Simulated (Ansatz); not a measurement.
**GaN: band-structure calculation**

The run: band-structure calculation of GaN (P6₃mc, 4 atoms in the cell). Method and program: DFT, PBE, plane waves, PAW, no spin polarisation (Ansatz 0.2.0).

The structure was built on a prototype by a generator. The geometry comes from this level: r2SCAN (a point of a series of strains).

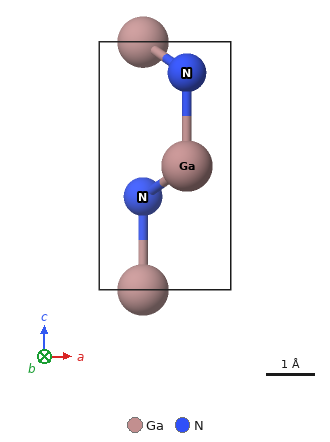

*The structure (ball-and-stick view of the cell of the calculation, along the b axis).*

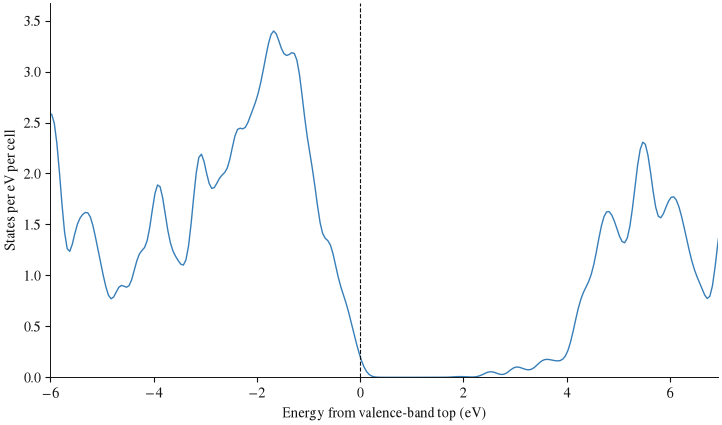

*Density of states (the curve is built from the levels of the k mesh with Gaussians 0.3 eV wide, which also blur the band edges), with energies from the valence-band top.*

There is a gap of 1.93 eV on the k-point mesh. Small ripples come from the finite k-point mesh.

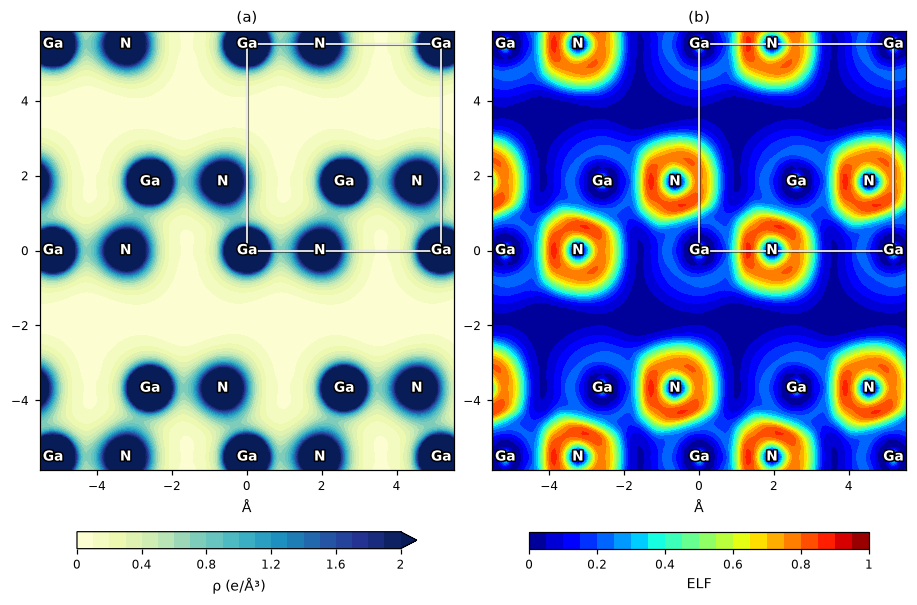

*(a) valence pseudo-density; (b) ELF on the (110) plane of the conventional cell.*

Ga–N (1.95 Å): the density is about 0.75 e/Å³ at the midpoint; the ELF is about 0.45 at the midpoint. Away from the nuclei the density in this plane falls to 0.03 e/Å³ at its lowest. Core electrons are frozen (PAW), so the fields are smoothed inside the atomic spheres.

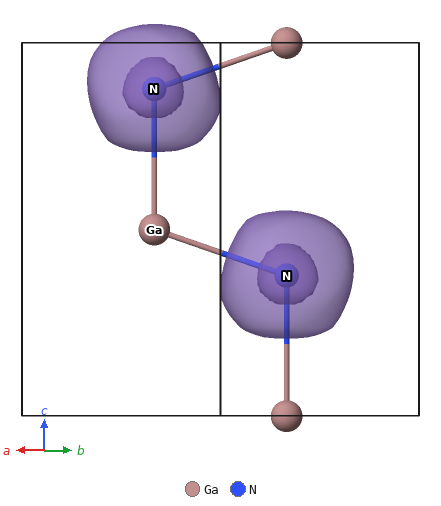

*Isosurface of the ELF at 0.65 (purple), seen along [110]. Core shells and regions of very low density are left out. Sticks mark near contacts. The outline is the cell set on symmetry axes.*

Values along the shortest contacts: Ga–N (1.95 Å): the ELF is about 0.45 at the midpoint.

The input that produced these results follows, with the program's output.

Input file:
```yaml
crystal:
  lattice:
    - [3.1831493761, 0.0, 0.0]
    - [-1.591574688, 2.7566882238, 0.0]
    - [0.0, 0.0, 5.1836252293]
  atoms:
    - { symbol: Ga, position: [0.3333333333, 0.6666666667, -0.0008868111] }
    - { symbol: Ga, position: [0.6666666667, 0.3333333333, 0.4991131889] }
    - { symbol: "N", position: [0.3333333333, 0.6666666667, 0.3758868111] }
    - { symbol: "N", position: [0.6666666667, 0.3333333333, 0.8758868111] }
kpoints:
  mp_grid: { grid: [12, 12, 6] }
  band_path:
    path:
      - [0.0, 0.0, 0.0]
      - [0.5, 0.0, 0.0]
      - [0.3333333333, 0.3333333333, 0.0]
      - [0.0, 0.0, 0.5]
      - [0.5, 0.0, 0.5]
      - [0.3333333333, 0.3333333333, 0.5]
    npoints: 1
hamiltonian:
  xc: pbe
scf:
  occupations: { method: fermi_dirac, width: 0.02 }
  n_extra_bands: 5
output:
  forces: true
  stress: true
  eigenvalues: true
  write_density: true
  write_potential: true
  elf: true
  volumetric_format: npy
```

Launch command:
```bash
ansatz run input.yaml --threads 2 --pin off --max-ram 20275MiB --backend cpu --events-out ev --progress --plain --runs-dir out
```

Output:
```
scf.n_extra_bands = 5 over 18 filled bands (N_el = 36.0): the run solves 23 bands
Engine: ansatz 0.2.0, x86_64-unknown-linux-gnu
Pseudopotentials: kind: paw
Pseudopotential: Ga, paw, valence charge 13, recommended cutoff 420 eV (normal), Ga.paw.azcp
Pseudopotential: N, paw, valence charge 5, recommended cutoff 420 eV (normal), N.paw.azcp
Functional definition: PBE
  parameter kappa = 0.804
  parameter beta = 0.06672455060314922
  exchange = pbe_x(kappa = kappa, mu = beta*pi^2/3)
  correlation = pbe_c(beta = beta)
Crystal: 4 atoms, lattice volume = 45.486 Å³
Basis set: ecut = 420 eV, 893 PW (Γ), exchange–correlation on 48×48×72 points (8 copies of the dense FFT grid, shifted against one another)
Bands: 23, of which v1, the nominal top of the filled ones, is band 18 counted from 1 (17 counted from 0)
Symmetry: 12 space group operations
Space group: P63mc (ITA 186), of the structure as read, at distance tolerance 3.6e-5 Å
k-points: 76 of 864 (time reversal used)
Non-local potential: Ga, projectors of the file, l = 0: 2, l = 1: 2, l = 2: 3, l = 3: 1
Non-local potential: N, projectors of the file, l = 0: 2, l = 1: 2, l = 2: 1
PAW form: soft (Blöchl's): semilocal exchange-correlation on the pseudo side does not see the compensation charge
PAW one-centre angular grid: Ga, 590 points (default); XC on 64 Gauss nodes
PAW one-centre angular grid: N, 110 points (default); XC on 64 Gauss nodes
Initial density: superposition of atomic densities (neutral atoms: chi_scale 0, normalization atom), corrected by the library's trained network
Initial wavefunctions: pseudopotential atomic-orbital guess
Functional: x = pbe(κ = 0.804, μ = 0.2195149727645171), c = pbe(β = 0.06672455060314922)
SCF iter   1: F=—  HF=-8335.807654 eV  |F-HF|=—  |Δ(HF+E_count)|=         —  Δρ=8.52e-4  dr2=1.94e-4  ethr=1.77e-3  ⟨swp⟩=5.3  Hψ=7210  notcnv=0
preconditioner: auto → Resta (q_TF=auto, 2.624 Å⁻¹)  ε∞=4.7  [insulator: Δε(μ)=1.927 eV  Ē_g=17.235 eV  σ=0.020 eV  W_gap=1.00  n_scr=22 (ndim 8)  ℏωp=33.0 eV  f_vac=0.009  D(μ)=0.00/eV (n_scr^D=0)  ε∞_Penn≈4.7]
SCF iter   2: F=—  HF=-8335.808259 eV  |F-HF|=—  |Δ(HF+E_count)|=   6.05e-4  Δρ=3.98e-4  dr2=2.61e-5  ethr=5.39e-7  ⟨swp⟩=2.1  Hψ=3835  notcnv=0  defer=12
SCF iter   3: F=—  HF=-8335.808371 eV  |F-HF|=—  |Δ(HF+E_count)|=   1.12e-4  Δρ=1.88e-4  dr2=7.11e-6  ethr=7.25e-8  ⟨swp⟩=2.0  Hψ=2903  notcnv=0  defer=13
SCF iter   4: F=—  HF=-8335.808400 eV  |F-HF|=—  |Δ(HF+E_count)|=   2.86e-5  Δρ=5.42e-5  dr2=9.44e-7  ethr=1.97e-8  ⟨swp⟩=2.0  Hψ=3011  notcnv=0  defer=14
iter 5 did not close the SCF: its close was put off for the readings that it lacked (scf_convergence_deferred on its scf_iter line)
SCF iter   5: F=-8335.808402 eV  HF=-8335.808402 eV  |F-HF|=2.45e-7  |Δ(HF+E_count)|=   2.42e-6  Δρ=1.88e-5  dr2=9.60e-8  ethr=2.62e-9  ⟨swp⟩=2.0  Hψ=3036  notcnv=0  defer=14
SCF iter   6: F=-8335.808402 eV  HF=-8335.808402 eV  |F-HF|=4.13e-9  |Δ(HF+E_count)|=   2.64e-7  Δρ=3.86e-6  dr2=5.98e-9  ethr=2.67e-10  ⟨swp⟩=7.4  Hψ=10931  notcnv=0
SCF 1 converged in 6 iterations: F = -8335.808402 eV  dr2 = 5.98e-9
  greatest PAW one-centre occupation: 0.995 electrons in one spin orbital (limit 2), on the Ga atom at site 0 (counted from 0), in its partial waves of l = 2
NSCF: frozen V_eff on 6 k-points
SCF converged after 6 iterations
Free energy (F): -8335.808402 eV
Harris-Foulkes:  -8335.808402 eV  (|F-HF|=4.13e-9)
Internal energy: -8335.808402 eV  (E = F + TS)
E sigma→0 (E₀):  -8335.808402 eV
Fermi energy:    10.738888 eV
--- Per-component energies (eV) ---
  E_band       = -7.963175
  E_kinetic    = 494.944992
  E_local      = -3897.409000  (includes V_loc(G=0)·N_el)
  E_nonlocal   = 948.866970
  E_hartree    = 1794.524733
  E_xc         = -257.813439
  E_vxc        = -268.572369  (∫ρ·V_xc dr)
  E_paw        = -4240.790402  (= ΣΔE_a)
  E_vpaw       = -874.843672  (= ΣTr[D̂ρ^β])
  E_aug_tail   = 0.000124  (compensation charges beyond the density's cutoff)
  E_ewald      = -3178.132380
  E_smearing   = -0.000000  (= −TS)
  E_closure    = -0.000000  (closes the sum)
  Σ components = -8335.808402   (vs F -8335.808402, Δ=0.00e0)
--- Forces (eV/Å), atoms counted from 1 ---
  atom   1  Ga     0.00000000     0.00000000     0.00468186
  atom   2  Ga    -0.00000000     0.00000000     0.00468186
  atom   3  N      0.00000000     0.00000000    -0.00469350
  atom   4  N      0.00000000    -0.00000000    -0.00469350
  max |Σ_I F_I| component: 2.33e-5 eV/Å
--- Stress (GPa, compression-positive) ---
        6.179101       0.000000      -0.000000
        0.000000       6.179101       0.000000
       -0.000000       0.000000       6.261012
  P = ⅓ Tr σ = 6.2064 GPa (62.064 kbar)
--- Band table (eV; the first three rows and the last of 76) ---
  k-point 0: bands = ["-6.2515", "-5.3393", "-3.7263", "-3.7113", "-3.7113", "-3.6498", "-3.6498", "-3.4568", "-3.4568", "-3.3583", "-3.3583", "-2.1078", "2.6872", "8.7257", "8.7257", "9.7241", "9.7625", "9.7625", "11.6964", "14.0432", "18.9789", "19.6882", "19.6882"]
  k-point 1: bands = ["-6.1707", "-5.3702", "-3.7099", "-3.7099", "-3.7033", "-3.6564", "-3.6564", "-3.4477", "-3.4477", "-3.3627", "-3.3627", "-2.3888", "3.1934", "8.7914", "8.7914", "8.9149", "9.6901", "9.6901", "12.3785", "14.0977", "18.7857", "19.7199", "19.7199"]
  k-point 2: bands = ["-5.9560", "-5.4800", "-3.7037", "-3.7037", "-3.6726", "-3.6726", "-3.6092", "-3.4251", "-3.4251", "-3.3762", "-3.3762", "-2.9324", "4.4057", "7.4763", "8.9749", "8.9749", "9.4934", "9.4934", "13.3761", "14.1852", "18.3855", "18.8225", "19.8667"]
  k-point 75: bands = ["-5.1680", "-5.1680", "-3.5910", "-3.5910", "-3.5748", "-3.5748", "-3.4361", "-3.4361", "-3.4120", "-3.4120", "-1.6631", "-1.6631", "3.5878", "3.5878", "5.5545", "5.5545", "8.2828", "8.2828", "16.2021", "16.2021", "17.0996", "17.0996", "18.8375"]
```

File bands.tsv:
```
# k_distance	band_0	band_1	band_2	band_3	band_4	band_5	band_6	band_7	band_8	band_9	band_10	band_11	band_12	band_13	band_14	band_15	band_16	band_17	band_18	band_19	band_20	band_21	band_22
# fermi_ev = 10.738888
# lock_threshold_ev = 1e-6
# [0, 0, 0] at k_distance = 0.000000
# [0.5, 0, 0] at k_distance = 1.139626
# [0.3333333333, 0.3333333333, 0] at k_distance = 1.797589
# [0, 0, 0.5] at k_distance = 3.246372
# [0.5, 0, 0.5] at k_distance = 4.385997
# [0.3333333333, 0.3333333333, 0.5] at k_distance = 5.043961
# levels_relative_to = fermi_ev
# free_energy_ev = -8335.808402
# largest_residual_norms_ev = 1.776e-4 6.089e-4 4.598e-4 5.131e-4 5.466e-4 5.661e-4 4.977e-4 5.957e-4 5.982e-4 5.272e-4 4.260e-4 5.689e-4 2.219e-4 2.556e-4 3.220e-4 6.627e-4 4.390e-4 5.090e-4 8.835e-4 9.470e-4 8.002e-4 6.162e-4 6.141e-4
0.000000	-16.990381	-16.078151	-14.465141	-14.450227	-14.450227	-14.388703	-14.388703	-14.195693	-14.195693	-14.097206	-14.097206	-12.846639	-8.051644	-2.013217	-2.013217	-1.014826	-0.976338	-0.976338	0.957547	3.304328	8.240038	8.949313	8.949313
1.139626	-16.087972	-15.912651	-14.400973	-14.375791	-14.277711	-14.237070	-14.191449	-14.181566	-14.105690	-14.070930	-12.953108	-12.416161	-7.446513	-6.278445	-5.190448	-3.730122	-3.185002	-1.978756	4.104528	4.608701	5.087178	7.649377	9.397706
1.797589	-15.952687	-15.952687	-14.451821	-14.242757	-14.242757	-14.226143	-14.211156	-14.211156	-14.163486	-14.117735	-12.414246	-12.414246	-6.331236	-6.331236	-6.276771	-3.962593	-3.962593	-3.708498	4.198297	6.855726	6.855726	7.458004	8.885531
3.246372	-16.429092	-16.429092	-14.429432	-14.429432	-14.429432	-14.429432	-14.137280	-14.137280	-14.137280	-14.137280	-14.111206	-14.111206	-4.825115	-4.825115	-1.507879	-1.507879	-1.507879	-1.507879	3.295259	3.295259	7.518767	7.518767	9.461936
4.385997	-15.948740	-15.948740	-14.402079	-14.402079	-14.277785	-14.277785	-14.165030	-14.165030	-14.098082	-14.098082	-12.726518	-12.726518	-7.592134	-7.592134	-2.926388	-2.926388	-2.874073	-2.874073	3.445440	3.445440	6.816267	6.816267	9.012382
5.043961	-15.906846	-15.906846	-14.329849	-14.329849	-14.313661	-14.313661	-14.174944	-14.174944	-14.150883	-14.150883	-12.401977	-12.401977	-7.151103	-7.151103	-5.184422	-5.184422	-2.456138	-2.456138	5.463216	5.463216	6.360740	6.360740	8.098623
```

File rho_z.tsv:
```
# z_ang	rho[e/angstrom^3]
# format = ansatz-planar-average/11
# lattice	3.183149376	-0.000000000	0.000000000
# lattice	-1.591574688	2.756688224	0.000000000
# lattice	0.000000000	0.000000000	5.183625229
# sites	4
# site	31	0.000000000	1.837792149	-0.004596896
# site	31	1.591574688	0.918896075	2.587215718
# site	7	0.000000000	1.837792149	1.948456357
# site	7	1.591574688	0.918896075	4.540268972
0.000000	2.188881e0
0.143990	1.742826e0
0.287979	1.017939e0
0.431969	5.139649e-1
0.575958	2.858615e-1
0.719948	1.988576e-1
0.863938	1.701172e-1
1.007927	1.746568e-1
1.151917	2.070985e-1
1.295906	2.700886e-1
1.439896	3.680435e-1
1.583885	4.954968e-1
1.727875	6.251159e-1
1.871865	7.366882e-1
2.015854	8.448206e-1
2.159844	1.025691e0
2.303833	1.415185e0
2.447823	1.964793e0
2.591813	2.188881e0
2.735802	1.742826e0
2.879792	1.017939e0
3.023781	5.139649e-1
3.167771	2.858615e-1
3.311761	1.988576e-1
3.455750	1.701172e-1
3.599740	1.746568e-1
3.743729	2.070985e-1
3.887719	2.700886e-1
4.031709	3.680435e-1
4.175698	4.954968e-1
4.319688	6.251159e-1
4.463677	7.366882e-1
4.607667	8.448206e-1
4.751656	1.025691e0
4.895646	1.415185e0
5.039636	1.964793e0
```

File v_z.tsv:
```
# z_ang	v_es[eV]	v_tot[eV]
# format = ansatz-planar-average/11
# xc	pbe
# density_cutoff_ev	1680
# datasets	Ga=:simpson_from_first_knot:soft	N=:simpson_from_first_knot:soft
# lattice	3.183149376	-0.000000000	0.000000000
# lattice	-1.591574688	2.756688224	0.000000000
# lattice	0.000000000	0.000000000	5.183625229
# sites	4
# site	31	0.000000000	1.837792149	-0.004596896
# site	31	1.591574688	0.918896075	2.587215718
# site	7	0.000000000	1.837792149	1.948456357
# site	7	1.591574688	0.918896075	4.540268972
0.000000	2.766250e0	-1.016073e1
0.143990	3.688245e0	-8.489855e0
0.287979	4.405049e0	-6.875634e0
0.431969	5.393013e0	-4.850881e0
0.575958	6.752190e0	-2.418357e0
0.719948	8.458002e0	8.339124e-2
0.863938	1.018467e1	1.990856e0
1.007927	1.137281e1	3.113556e0
1.151917	1.180814e1	3.313472e0
1.295906	1.123559e1	2.070607e0
1.439896	9.389455e0	-6.567814e-1
1.583885	6.659445e0	-4.306859e0
1.727875	3.527165e0	-8.301206e0
1.871865	7.505794e-1	-1.182614e1
2.015854	-8.790749e-1	-1.406752e1
2.159844	-1.095714e0	-1.469751e1
2.303833	-1.599179e-1	-1.386427e1
2.447823	1.338198e0	-1.213024e1
2.591813	2.766250e0	-1.016073e1
2.735802	3.688245e0	-8.489855e0
2.879792	4.405049e0	-6.875634e0
3.023781	5.393013e0	-4.850881e0
3.167771	6.752190e0	-2.418357e0
3.311761	8.458002e0	8.339124e-2
3.455750	1.018467e1	1.990856e0
3.599740	1.137281e1	3.113556e0
3.743729	1.180814e1	3.313472e0
3.887719	1.123559e1	2.070607e0
4.031709	9.389455e0	-6.567814e-1
4.175698	6.659445e0	-4.306859e0
4.319688	3.527165e0	-8.301206e0
4.463677	7.505794e-1	-1.182614e1
4.607667	-8.790749e-1	-1.406752e1
4.751656	-1.095714e0	-1.469751e1
4.895646	-1.599179e-1	-1.386427e1
5.039636	1.338198e0	-1.213024e1
```

Key numbers:

- outcome: converged
- space group (tolerance 0.01 Å): P6₃mc (186)
- electrons treated: 36
- free energy: −8335.8084 eV
- Fermi energy: 10.739 eV
- gap on the k-point mesh: 1.93 eV
- pressure: 6.21 GPa
- largest force (length of the vector): 0.005 eV/Å
- hardware: 2 threads of AMD EPYC (Zen 3), 144 GiB of memory available, shared host
- wall time: 3.1 s (CPU time 5.7 s)
- peak memory: 0.59 GiB

Notes:

The cell is under a pressure of 6.2 GPa at this level, so it is not at its equilibrium volume.
